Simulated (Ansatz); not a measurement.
System: bcc Pt, space group Im-3m (No. 229), 1 atom in the primitive cell. The cell is scaled at fixed shape and fractional positions; at the middle volume, cubic a = 3.168 Å. Computed with Ansatz 0.2.0: PBEsol, all-electron LAPW, no spin polarisation, no spin-orbit coupling, 12×12×12 k mesh, Fermi-Dirac smearing of 0.05 eV.

It is a metal. At 15.90 Å³/atom some levels near the Fermi level are H triple above at +0.60 eV, N single above at +0.27 eV, P double below at −0.51 eV and Γ band bottom at −9.44 eV (named by k point, degeneracy and side).

> How does each level move against the Fermi level from 14.95 Å³/atom to 16.86 Å³/atom?

H triple above goes from +0.69 to +0.52 eV, N single above goes from +0.10 to +0.45 eV, P double below goes from −0.55 to −0.48 eV and Γ band bottom goes from −10.08 to −8.87 eV. The Fermi level lies 10.08 eV above the band bottom at the smallest volume and 8.87 eV at the largest, a power law of about V^−1.06.

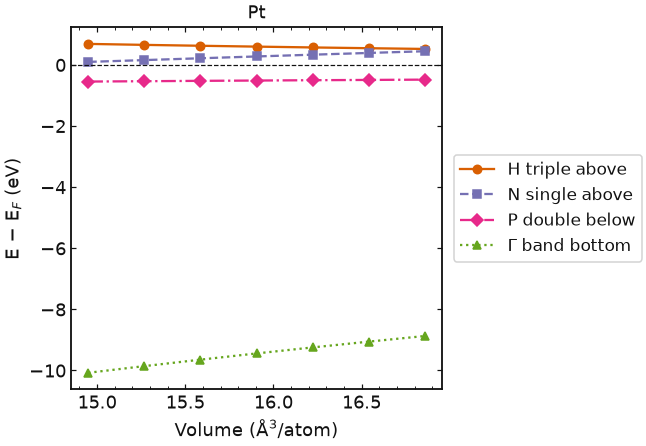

Levels at named k points against volume, from the Fermi level of each run. Each is named by its point, its degeneracy (spin aside) and its side of the Fermi level at the middle volume, where it is the nearest level on that side; the band bottom is the lowest valence level above the core-like shells.

| volume | H triple above (eV) | N single above (eV) | P double below (eV) | Γ band bottom (eV) |
| --- | --- | --- | --- | --- |
| 14.95 Å³/atom | 0.69 | 0.10 | −0.55 | −10.08 |
| 15.27 Å³/atom | 0.65 | 0.15 | −0.54 | −9.86 |
| 15.59 Å³/atom | 0.62 | 0.21 | −0.52 | −9.65 |
| 15.90 Å³/atom | 0.60 | 0.27 | −0.51 | −9.44 |
| 16.22 Å³/atom | 0.57 | 0.33 | −0.50 | −9.25 |
| 16.54 Å³/atom | 0.54 | 0.39 | −0.49 | −9.06 |
| 16.86 Å³/atom | 0.52 | 0.45 | −0.48 | −8.87 |

Spin-orbit coupling is left out, which matters for Pt. This isn't the form of Pt at room conditions, which is fcc. The Fermi level is that of this mesh and smearing. The pressure runs from 5 to −22 GPa along the series.
